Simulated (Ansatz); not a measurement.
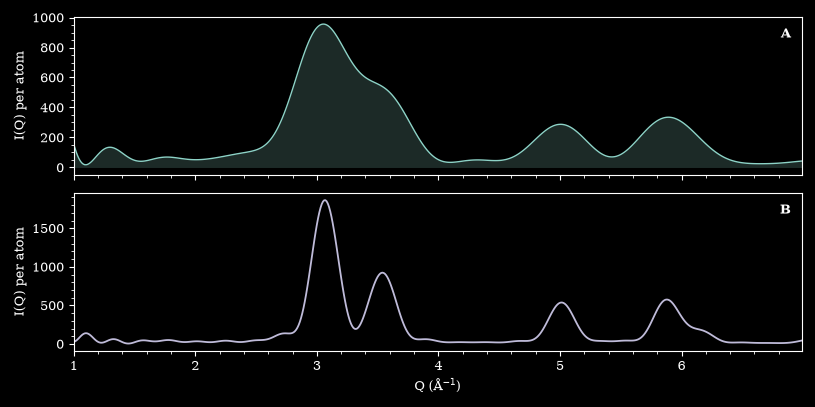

X-ray scattering of spheres cut from the crystal structure of Co (Fm-3m, a = 3.542 Å, b = 3.542 Å, c = 3.542 Å, α = 90.00°, β = 90.00°, γ = 90.00°), calculated atom by atom with the Debye equation (B = 0.5 Å², no relaxation of the surface). Structure used: the input geometry of an electronic-structure calculation (not necessarily at equilibrium); the starting structure was generated, so it need not be a known form of this composition.

> The spheres are 14 and 28 Å across. Which curve is which?

curve A: 14 Å (135 atoms); curve B: 28 Å (1055 atoms). Peak widths go roughly as 2π/D, so the largest sphere has the sharpest peaks.

> Index the main peaks of the largest sphere.

Q ≈ 3.07 Å⁻¹: 111; Q ≈ 3.54 Å⁻¹: 200; Q ≈ 5.01 Å⁻¹: 220; Q ≈ 5.88 Å⁻¹: 311.
